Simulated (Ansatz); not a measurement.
# SrTiO₃: geometry relaxation (part 2 of 3)

Continued. System: SrTiO₃ (10 atoms in the cell). Method: DFT PBE, scalar-relativistic, plane waves, PAW, no spin polarisation (Ansatz 0.2.0); cutoff 420 eV, 8×8×8 k-mesh, Gaussian smearing of 0.02 eV. The structure derives from an entry of the Crystallography Open Database.

Geometry of the input (Å; fractional positions):
```
-2.7555  2.7555  3.8980
2.7555  -2.7555  3.8980
2.7555  2.7555  -3.8980
Sr 0.7500  0.2500  0.5000
Sr 0.2500  0.7500  0.5000
Ti 0.0000  0.0000  0.0000
Ti 0.5000  0.5000  0.0000
O  0.2500  0.2500  0.0000
O  0.7500  0.7500  0.0000
O  0.7451  0.2451  0.9902
O  0.2451  0.2549  0.5000
O  0.2549  0.7549  0.0098
O  0.7549  0.7451  0.5000
```

The program's output, continued:
```
SCF iter   1: F=—  HF=-15508.958178 eV  |F-HF|=—  |Δ(HF+E_count)|=         —  Δρ=6.12e-3  dr2=2.70e-2  ethr=3.25e-5  ⟨swp⟩=3.5  Hψ=13550  notcnv=0  defer=2
preconditioner: auto → Resta (q_TF=auto, 2.545 Å⁻¹)  ε∞=5.8  [insulator: Δε(μ)=2.008 eV  Ē_g=11.966 eV  σ=0.020 eV  W_gap=1.00  n_scr=26 (ndim 8)  ℏωp=26.1 eV  f_vac=0.000  D(μ)=0.00/eV (n_scr^D=0)  ε∞_Penn≈5.8]
SCF iter   2: F=—  HF=-15508.959373 eV  |F-HF|=—  |Δ(HF+E_count)|=   1.19e-3  Δρ=3.60e-3  dr2=1.09e-2  ethr=3.25e-5  ⟨swp⟩=2.3  Hψ=3515  notcnv=0  defer=2
SCF iter   3: F=—  HF=-15508.960443 eV  |F-HF|=—  |Δ(HF+E_count)|=   1.07e-3  Δρ=4.04e-4  dr2=2.07e-4  ethr=1.37e-5  ⟨swp⟩=2.8  Hψ=4867  notcnv=0  defer=2
SCF iter   4: F=—  HF=-15508.960494 eV  |F-HF|=—  |Δ(HF+E_count)|=   5.13e-5  Δρ=1.57e-4  dr2=1.85e-5  ethr=2.59e-7  ⟨swp⟩=2.2  Hψ=4624  notcnv=0  defer=1
SCF iter   5: F=—  HF=-15508.960489 eV  |F-HF|=—  |Δ(HF+E_count)|=   4.64e-6  Δρ=3.22e-5  dr2=1.24e-6  ethr=2.31e-8  ⟨swp⟩=2.1  Hψ=4717  notcnv=0  defer=1
SCF iter   6: F=—  HF=-15508.960492 eV  |F-HF|=—  |Δ(HF+E_count)|=   3.03e-6  Δρ=7.62e-6  dr2=8.80e-8  ethr=1.55e-9  ⟨swp⟩=2.0  Hψ=4798  notcnv=0  defer=1
SCF iter   7: F=-15508.960492 eV  HF=-15508.960492 eV  |F-HF|=3.10e-9  |Δ(HF+E_count)|=   3.47e-8  Δρ=3.38e-6  dr2=1.17e-8  ethr=1.90e-11  ⟨swp⟩=12.4  Hψ=21270  notcnv=0
SCF 7 converged in 7 iterations: F = -15508.960492 eV  dr2 = 1.17e-8
relax step   7: F+E_penalty+E_count = -15508.96049223 eV  Δ(F+E_penalty+E_count) = +8.669e-3 eV  max|allowed force component| = 5.719e-2 eV/Å  Δτ_max = 0.0969 Å  P = -0.101 GPa  Ω = 121.541 Å³  energy of the carried Pulay correction = -1.138e-2 eV  (7 SCF iters, dr2 threshold 1.52e-8 eV, rejected (line search))
Crystal: 10 atoms, lattice volume = 121.663 Å³
iter 1 solved again at ethr=2.18e-5 eV; its pass at ethr=3.10e-3 eV (dr2=1.74e-2 eV) is discarded
SCF iter   1: F=—  HF=-15508.968703 eV  |F-HF|=—  |Δ(HF+E_count)|=         —  Δρ=4.81e-3  dr2=1.68e-2  ethr=2.18e-5  ⟨swp⟩=3.4  Hψ=12857  notcnv=0  defer=4
preconditioner: auto → Resta (q_TF=auto, 2.544 Å⁻¹)  ε∞=5.7  [insulator: Δε(μ)=1.912 eV  Ē_g=11.970 eV  σ=0.020 eV  W_gap=1.00  n_scr=26 (ndim 8)  ℏωp=26.1 eV  f_vac=0.000  D(μ)=0.00/eV (n_scr^D=0)  ε∞_Penn≈5.7]
SCF iter   2: F=—  HF=-15508.969354 eV  |F-HF|=—  |Δ(HF+E_count)|=   6.51e-4  Δρ=2.84e-3  dr2=6.83e-3  ethr=2.10e-5  ⟨swp⟩=1.3  Hψ=2973  notcnv=0
SCF iter   3: F=—  HF=-15508.969902 eV  |F-HF|=—  |Δ(HF+E_count)|=   5.48e-4  Δρ=2.98e-4  dr2=1.18e-4  ethr=8.53e-6  ⟨swp⟩=2.6  Hψ=4574  notcnv=0  defer=1
SCF iter   4: F=—  HF=-15508.969937 eV  |F-HF|=—  |Δ(HF+E_count)|=   3.52e-5  Δρ=1.23e-4  dr2=1.37e-5  ethr=1.47e-7  ⟨swp⟩=2.1  Hψ=4596  notcnv=0
SCF iter   5: F=—  HF=-15508.969926 eV  |F-HF|=—  |Δ(HF+E_count)|=   1.12e-5  Δρ=3.17e-5  dr2=1.30e-6  ethr=1.71e-8  ⟨swp⟩=2.0  Hψ=4716  notcnv=0
SCF iter   6: F=—  HF=-15508.969925 eV  |F-HF|=—  |Δ(HF+E_count)|=   9.43e-7  Δρ=1.02e-5  dr2=1.50e-7  ethr=1.63e-9  ⟨swp⟩=2.0  Hψ=4700  notcnv=0
SCF iter   7: F=—  HF=-15508.969925 eV  |F-HF|=—  |Δ(HF+E_count)|=   3.38e-8  Δρ=3.53e-6  dr2=1.49e-8  ethr=1.88e-10  ⟨swp⟩=2.0  Hψ=4740  notcnv=0
SCF iter   8: F=—  HF=-15508.969925 eV  |F-HF|=—  |Δ(HF+E_count)|=   3.11e-9  Δρ=7.17e-7  dr2=6.34e-10  ethr=1.86e-11  ⟨swp⟩=2.0  Hψ=4724  notcnv=0
SCF iter   9: F=-15508.969925 eV  HF=-15508.969925 eV  |F-HF|=9.09e-12  |Δ(HF+E_count)|=  2.31e-10  Δρ=1.35e-7  dr2=1.73e-11  ethr=1.00e-12  ⟨swp⟩=8.6  Hψ=16882  notcnv=0
SCF 8 converged in 9 iterations: F = -15508.969925 eV  dr2 = 1.73e-11
relax step   8: F+E_penalty+E_count = -15508.96992515 eV  Δ(F+E_penalty+E_count) = -7.637e-4 eV  max|allowed force component| = 1.586e-3 eV/Å  Δτ_max = 0.0206 Å  P = -0.003 GPa  Ω = 121.663 Å³  energy of the carried Pulay correction = -1.181e-2 eV  (9 SCF iters, accepted)
Initial wavefunctions: pseudopotential atomic-orbital guess (no wavefunctions were taken with the density)
iter 1 solved again at ethr=5.24e-7 eV; its pass at ethr=3.10e-3 eV (dr2=4.19e-4 eV) is discarded
SCF iter   1: F=—  HF=-15508.983356 eV  |F-HF|=—  |Δ(HF+E_count)|=         —  Δρ=3.17e-4  dr2=1.22e-5  ethr=5.24e-7  ⟨swp⟩=4.2  Hψ=21836  notcnv=0
preconditioner: auto → Resta (q_TF=auto, 2.544 Å⁻¹)  ε∞=5.7  [insulator: Δε(μ)=1.925 eV  Ē_g=11.995 eV  σ=0.020 eV  W_gap=1.00  n_scr=26 (ndim 8)  ℏωp=26.1 eV  f_vac=0.000  D(μ)=0.00/eV (n_scr^D=0)  ε∞_Penn≈5.7]
SCF iter   2: F=—  HF=-15508.983671 eV  |F-HF|=—  |Δ(HF+E_count)|=   3.15e-4  Δρ=1.54e-4  dr2=2.32e-6  ethr=1.53e-8  ⟨swp⟩=2.0  Hψ=4728  notcnv=0
SCF iter   3: F=—  HF=-15508.983782 eV  |F-HF|=—  |Δ(HF+E_count)|=   1.12e-4  Δρ=3.04e-5  dr2=1.27e-7  ethr=2.90e-9  ⟨swp⟩=2.1  Hψ=4720  notcnv=0
SCF iter   4: F=—  HF=-15508.983786 eV  |F-HF|=—  |Δ(HF+E_count)|=   3.54e-6  Δρ=1.56e-6  dr2=2.22e-9  ethr=1.58e-10  ⟨swp⟩=2.0  Hψ=4720  notcnv=0
SCF iter   5: F=—  HF=-15508.983786 eV  |F-HF|=—  |Δ(HF+E_count)|=   9.91e-9  Δρ=4.27e-7  dr2=2.80e-10  ethr=2.78e-12  ⟨swp⟩=2.4  Hψ=4536  notcnv=0
SCF iter   6: F=-15508.983786 eV  HF=-15508.983786 eV  |F-HF|=5.46e-12  |Δ(HF+E_count)|=  4.00e-11  Δρ=8.63e-8  dr2=9.48e-12  ethr=1.00e-12  ⟨swp⟩=7.6  Hψ=15219  notcnv=0
SCF 9 converged in 6 iterations: F = -15508.983786 eV  dr2 = 9.48e-12
relax step   9: F+E_penalty+E_count = -15508.98378586 eV  Δ(F+E_penalty+E_count) = -1.386e-2 eV  max|allowed force component| = 1.720e-3 eV/Å  Δτ_max = 0.0000 Å  P = +0.196 GPa  Ω = 121.663 Å³  stress off target by 2.16e-1 GPa  SCF on the basis re-selected at this cell (its energy is not comparable with the rows above)  (6 SCF iters)
basis re-selected at this cell: Δ(F+E_penalty+E_count) = -1.386e-2 eV, ΔP = +0.198 GPa vs the last step (what re-selecting the basis moved, of the pressure what is left beyond the Pulay correction that the steps carried, after the strain that the cell walked since its last selection, with what the two solves' SCF thresholds leave and, on support functions, any second-order correction that the steps lacked; it is no measure of the basis error at this ecutwfc). This SCF's stress stands 2.16e-1 GPa from its target on what of the cell is left free (relax.cell.stress_tol is 5.00e-2 GPa) and its largest allowed force component is 1.72e-3 eV/Å (relax.f_tol is 5.00e-3 eV/Å): not within both, so this SCF does not close the relaxation
Crystal: 10 atoms, lattice volume = 121.798 Å³
iter 1 solved again at ethr=8.49e-8 eV; its pass at ethr=3.10e-3 eV (dr2=6.79e-5 eV) is discarded
SCF iter   1: F=—  HF=-15508.983416 eV  |F-HF|=—  |Δ(HF+E_count)|=         —  Δρ=3.01e-4  dr2=6.37e-5  ethr=8.49e-8  ⟨swp⟩=2.4  Hψ=12780  notcnv=0
preconditioner: auto → Resta (q_TF=auto, 2.544 Å⁻¹)  ε∞=5.7  [insulator: Δε(μ)=1.925 eV  Ē_g=11.985 eV  σ=0.020 eV  W_gap=1.00  n_scr=26 (ndim 8)  ℏωp=26.1 eV  f_vac=0.000  D(μ)=0.00/eV (n_scr^D=0)  ε∞_Penn≈5.7]
SCF iter   2: F=—  HF=-15508.983396 eV  |F-HF|=—  |Δ(HF+E_count)|=   2.00e-5  Δρ=1.55e-4  dr2=1.75e-5  ethr=7.96e-8  ⟨swp⟩=2.5  Hψ=4586  notcnv=0
SCF iter   3: F=—  HF=-15508.983399 eV  |F-HF|=—  |Δ(HF+E_count)|=   2.74e-6  Δρ=3.84e-5  dr2=1.65e-6  ethr=2.19e-8  ⟨swp⟩=1.0  Hψ=2950  notcnv=0
iter 4 did not close the SCF: its close was put off for the readings that it lacked (scf_convergence_deferred on its scf_iter line)
SCF iter   4: F=-15508.983400 eV  HF=-15508.983400 eV  |F-HF|=2.44e-8  |Δ(HF+E_count)|=   3.00e-7  Δρ=6.26e-6  dr2=3.46e-8  ethr=2.07e-9  ⟨swp⟩=2.3  Hψ=4348  notcnv=0
iter 5 did not close the SCF: its close was put off for the readings that it lacked (scf_convergence_deferred on its scf_iter line)
SCF iter   5: F=-15508.983400 eV  HF=-15508.983400 eV  |F-HF|=1.69e-9  |Δ(HF+E_count)|=   3.17e-8  Δρ=1.56e-6  dr2=2.69e-9  ethr=4.33e-11  ⟨swp⟩=2.0  Hψ=4713  notcnv=0
SCF iter   6: F=-15508.983400 eV  HF=-15508.983400 eV  |F-HF|=7.28e-11  |Δ(HF+E_count)|=   2.31e-9  Δρ=5.13e-7  dr2=3.21e-10  ethr=3.36e-12  ⟨swp⟩=7.4  Hψ=19065  notcnv=0
SCF 10 converged in 6 iterations: F = -15508.983400 eV  dr2 = 3.21e-10
relax step  10: F+E_penalty+E_count = -15508.98339954 eV  Δ(F+E_penalty+E_count) = +3.863e-4 eV  max|allowed force component| = 3.245e-4 eV/Å  Δτ_max = 0.0040 Å  P = -0.011 GPa  Ω = 121.798 Å³  energy of the carried Pulay correction = -4.831e-4 eV  (6 SCF iters, dr2 threshold 1.16e-7 eV, accepted)
iter 1 solved again at ethr=5.17e-7 eV; its pass at ethr=3.10e-3 eV (dr2=4.13e-4 eV) is discarded
SCF iter   1: F=—  HF=-15508.983906 eV  |F-HF|=—  |Δ(HF+E_count)|=         —  Δρ=1.22e-5  dr2=2.48e-8  ethr=5.17e-7  ⟨swp⟩=4.3  Hψ=21886  notcnv=0
eigensolver tolerance schedule: the retry pair's looser diagonalisation over-reported the residual by 16675.90 of it (diagonalisation noise at an unbounded share of the residual, at the tolerance the schedule requests for it); recorded, not acted on — ethr = c·dr2/N_el stays at c = 1.0e-1
preconditioner: auto → Resta (q_TF=auto, 2.544 Å⁻¹)  ε∞=5.7  [insulator: Δε(μ)=1.925 eV  Ē_g=11.984 eV  σ=0.020 eV  W_gap=1.00  n_scr=26 (ndim 8)  ℏωp=26.1 eV  f_vac=0.000  D(μ)=0.00/eV (n_scr^D=0)  ε∞_Penn≈5.7]
SCF iter   2: F=—  HF=-15508.983888 eV  |F-HF|=—  |Δ(HF+E_count)|=   1.80e-5  Δρ=6.78e-6  dr2=1.01e-8  ethr=3.10e-11  ⟨swp⟩=4.1  Hψ=8264  notcnv=0
SCF iter   3: F=—  HF=-15508.983888 eV  |F-HF|=—  |Δ(HF+E_count)|=   1.60e-7  Δρ=2.46e-6  dr2=7.34e-10  ethr=1.26e-11  ⟨swp⟩=2.0  Hψ=4720  notcnv=0
SCF iter   4: F=—  HF=-15508.983888 eV  |F-HF|=—  |Δ(HF+E_count)|=   2.81e-8  Δρ=9.29e-7  dr2=1.43e-10  ethr=1.00e-12  ⟨swp⟩=2.8  Hψ=5391  notcnv=0
iter 5 did not close the SCF: its close was put off for the readings that it lacked (scf_convergence_deferred on its scf_iter line)
SCF iter   5: F=-15508.983888 eV  HF=-15508.983888 eV  |F-HF|=2.00e-10  |Δ(HF+E_count)|=   3.80e-9  Δρ=2.55e-7  dr2=3.01e-11  ethr=1.00e-12  ⟨swp⟩=1.0  Hψ=2950  notcnv=0
iter 6 did not close the SCF: its close was put off for the readings that it lacked (scf_convergence_deferred on its scf_iter line)
SCF iter   6: F=-15508.983888 eV  HF=-15508.983888 eV  |F-HF|=3.64e-12  |Δ(HF+E_count)|=  2.11e-10  Δρ=7.94e-8  dr2=7.50e-12  ethr=1.00e-12  ⟨swp⟩=1.0  Hψ=2950  notcnv=0
iter 7 did not close the SCF: its close was put off for the readings that it lacked (scf_convergence_deferred on its scf_iter line)
SCF iter   7: F=-15508.983888 eV  HF=-15508.983888 eV  |F-HF|=7.28e-12  |Δ(HF+E_count)|=  3.64e-12  Δρ=2.81e-8  dr2=1.22e-12  ethr=1.00e-12  ⟨swp⟩=1.0  Hψ=2950  notcnv=0
iter 8 did not close the SCF: its close was put off for the readings that it lacked (scf_convergence_deferred on its scf_iter line)
SCF iter   8: F=-15508.983888 eV  HF=-15508.983888 eV  |F-HF|=3.64e-12  |Δ(HF+E_count)|=  1.82e-12  Δρ=1.13e-8  dr2=1.98e-13  ethr=1.00e-12  ⟨swp⟩=1.0  Hψ=2950  notcnv=0
SCF iter   9: F=-15508.983888 eV  HF=-15508.983888 eV  |F-HF|=0.00e0  |Δ(HF+E_count)|=  1.82e-12  Δρ=3.99e-9  dr2=2.10e-14  ethr=1.00e-12  ⟨swp⟩=3.8  Hψ=10348  notcnv=0
SCF 11 converged in 9 iterations: F = -15508.983888 eV  dr2 = 2.10e-14
relax step  11: F+E_penalty+E_count = -15508.98388780 eV  Δ(F+E_penalty+E_count) = -4.883e-4 eV  max|allowed force component| = 3.187e-4 eV/Å  Δτ_max = 0.0000 Å  P = -0.008 GPa  Ω = 121.798 Å³  stress off target by 9.55e-3 GPa  SCF on the basis re-selected at this cell (its energy is not comparable with the rows above)  (9 SCF iters)
```

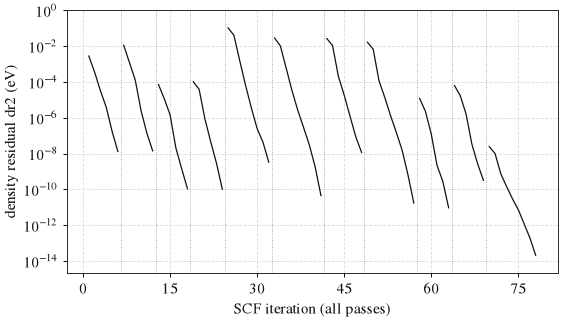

Convergence of the self-consistent field: density residual dr2 against the SCF iteration. The dotted lines part the SCF passes of the relaxation: geometry steps, rejected trials and re-solves on a re-selected basis. The 11 passes take 6 to 9 iterations each, 78 in all.

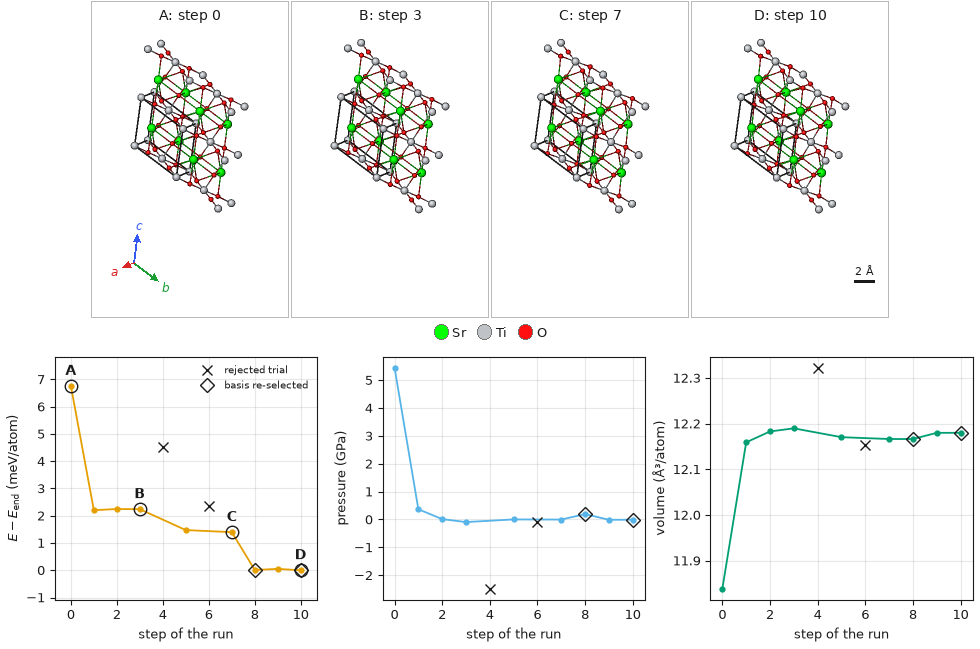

Frames of the relaxation (ball-and-stick view of the cell of the calculation, repeated 1 × 2 × 2, seen slightly off an axis) above the curves, on which the letters mark them (the first geometry is step 0 here and step 1 in the log).

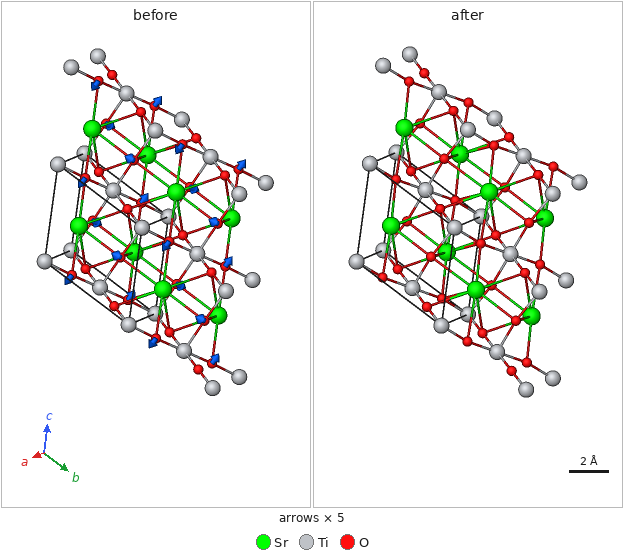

Before (left) and after (right) the relaxation, at one scale (ball-and-stick view of the cell of the calculation, repeated 1 × 2 × 2, seen slightly off an axis). The blue arrows give the displacements (without the part carried along by the change of the cell), magnified 5 times. The largest moves relative to the cell, 0.13 Å, are those of O7, O8, O9 and O10. Sr and Ti stay in place. The volume changes by +2.9 %, with a = b = c 5.512 → 5.568 Å (+1.0 %), α 120.0° → 120.2°, β 120.0° → 120.2°, γ 90.0° → 89.7°. Distances before and after: Sr1–O10 2.783 → 2.908 Å, Ti3–O10 1.949 → 1.972 Å, Sr1–O5 2.756 → 2.778 Å. Among the angles that change: Ti3–O10–Ti4 177.8° → 170.0°, Sr1–O10–Sr2 91.2° → 95.5°, Sr1–O10–Sr1 178.9° → 175.0°. The space group stays I4/mcm (No. 140). Over 8 geometry steps the energy falls by 6.7 meV per atom. Largest force component: 0.011 eV/Å at the start, 0.00032 eV/Å at the end. Pressure: 5.45 GPa at the start and −0.01 GPa at the end. The line search rejected the trial steps at points 4, 6 (counted from 0) and went back. The basis was re-selected once at an unchanged geometry, which shifts the energy a little without any move. The energy change given includes the shifts at the re-selections in mid-walk, which come without any move. A last SCF at the same geometry on a re-selected plane-wave basis shifts the energy by next to nothing (0.0 meV per atom). (Atoms are counted from 1 in the order of the input.)

```
basis re-selected at this cell: Δ(F+E_penalty+E_count) = -4.883e-4 eV, ΔP = +0.003 GPa vs the last step (what re-selecting the basis moved, of the pressure what is left beyond the Pulay correction that the steps carried, after the strain that the cell walked since its last selection, with what the two solves' SCF thresholds leave and, on support functions, any second-order correction that the steps lacked; it is no measure of the basis error at this ecutwfc). This SCF's stress stands 9.55e-3 GPa from its target on what of the cell is left free (relax.cell.stress_tol is 5.00e-2 GPa) and its largest allowed force component is 3.19e-4 eV/Å (relax.f_tol is 5.00e-3 eV/Å): within both
SCF converged after 9 iterations
Free energy (F): -15508.983888 eV
Harris-Foulkes:  -15508.983888 eV  (|F-HF|=0.00e0)
Internal energy: -15508.983888 eV  (E = F + TS)
E sigma→0 (E₀):  -15508.983888 eV
Fermi energy:    10.551383 eV
--- Per-component energies (eV) ---
  E_band       = -435.473783
  E_kinetic    = 2091.613278
  E_local      = -4810.842639  (includes V_loc(G=0)·N_el)
  E_nonlocal   = 695.797027
  E_hartree    = 1679.386403
  E_xc         = -991.963823
  E_vxc        = -1143.158431  (∫ρ·V_xc dr)
  E_paw        = -8426.720583  (= ΣΔE_a)
  E_vpaw       = -627.670904  (= ΣTr[D̂ρ^β])
  E_aug_tail   = 0.015071  (compensation charges beyond the density's cutoff)
  E_ewald      = -5746.268622
  E_smearing   = -0.000000  (= −TS)
  E_closure    = 0.000000  (closes the sum)
  Σ components = -15508.983888   (vs F -15508.983888, Δ=0.00e0)
--- Forces (eV/Å), atoms counted from 1 ---
  atom   1  Sr    -0.00000000    -0.00000000    -0.00000000
  atom   2  Sr     0.00000000    -0.00000000     0.00000000
  atom   3  Ti     0.00000000     0.00000000     0.00000000
  atom   4  Ti     0.00000000     0.00000000    -0.00000000
  atom   5  O     -0.00000000     0.00000000    -0.00000000
  atom   6  O      0.00000000    -0.00000000     0.00000000
  atom   7  O      0.00031867     0.00031867    -0.00000000
  atom   8  O     -0.00031867     0.00031867     0.00000000
  atom   9  O     -0.00031867    -0.00031867     0.00000000
  atom  10  O      0.00031867    -0.00031867    -0.00000000
  max |Σ_I F_I| component: 3.58e-18 eV/Å
--- Stress (GPa, compression-positive) ---
       -0.009549       0.000000       0.000000
        0.000000      -0.009549      -0.000000
        0.000000      -0.000000      -0.004655
  P = ⅓ Tr σ = -0.0079 GPa (-0.079 kbar)
--- Band table (eV; the first three rows and the last of 59) ---
```
